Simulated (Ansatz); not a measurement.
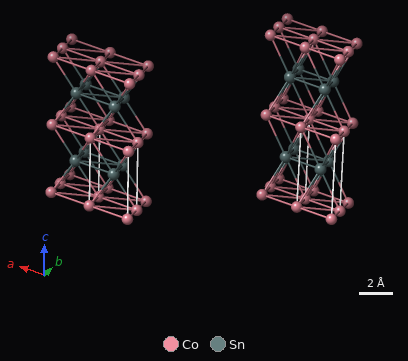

Two geometries of solid CoSn (built on the CuPt (L1_1) type), drawn at one scale. One is the start of a relaxation, the other its converged end. The picture is a ball-and-stick view of the reduced cell, repeated 2 × 2 × 2 with one cell outlined, seen slightly off an axis. Lengths and directions refer to the drawn axes.

Method: DFT PBE, scalar-relativistic, plane waves, PAW (Ansatz). Settings: plane-wave cutoff 420 eV; k-point mesh 18 × 18 × 18; occupations gaussian; smearing width 0.1 eV; collinear spin; cell and atoms relaxed; force threshold 0.01 eV/Å; at most 80 steps.

Which of the two is the end point?

Answer. The left one is the relaxed one. No atom moves by more than 0.005 Å relative to the cell. The volume changes by −0.1 %, with a = b 2.860 → 3.147 Å (+10.0 %), c 4.953 → 4.259 Å (−14.0 %), α 73.2° → 68.3°, β 73.2° → 68.3°. Among the contacts that change: Co–Co 2.860 → 3.147 Å, Sn–Sn 2.860 → 3.147 Å, Co–Sn 2.860 → 2.648 Å. Bond angles that change, for instance: Sn–Co–Sn 120.0° → 107.1°, Sn–Co–Sn 60.0° → 72.9°. The space group stays R-3m (No. 166). The energy falls by 0.684 eV per cell of the calculation in 9 accepted moves (11 points after the start). All forces vanish by symmetry, so only the cell relaxes. Pressure: 4.88 GPa at the start and 0.01 GPa at the end. The SCF was repeated twice at an unchanged geometry on a basis and grid sized afresh for the cell, which shifted the energy by 9.6 meV per cell of the calculation at most. The program noted that the starting moments weren't kept. Cost: 16 min on 1 thread of Arm Neoverse V1 (shared host), peak memory 0.87 GiB.
